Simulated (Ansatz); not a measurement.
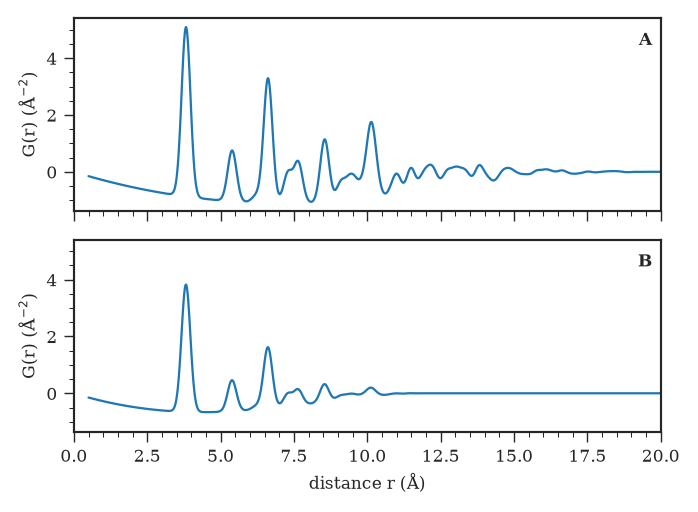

Computed X-ray G(r), with each pair weighted by the product of the atomic numbers (X-ray weights at Q = 0) and a uniform peak width σ = 0.15 Å, for spherical particles of Sm with the bulk structure: the bulk G(r) is multiplied by the envelope of a sphere of diameter D, 1 − 3r/2D + r³/2D³, with no surface relaxation. The number density is 0.0253 atoms per Å³. Structure used: the input geometry of an electronic-structure calculation (not necessarily at equilibrium); the starting structure was generated, so it need not be a known form of this composition.

Q: The diameters are 12 and 20 Å. Which curve belongs to which?

A: curve A: 20 Å; curve B: 12 Å. The smaller the particle, the sooner the oscillations die out.
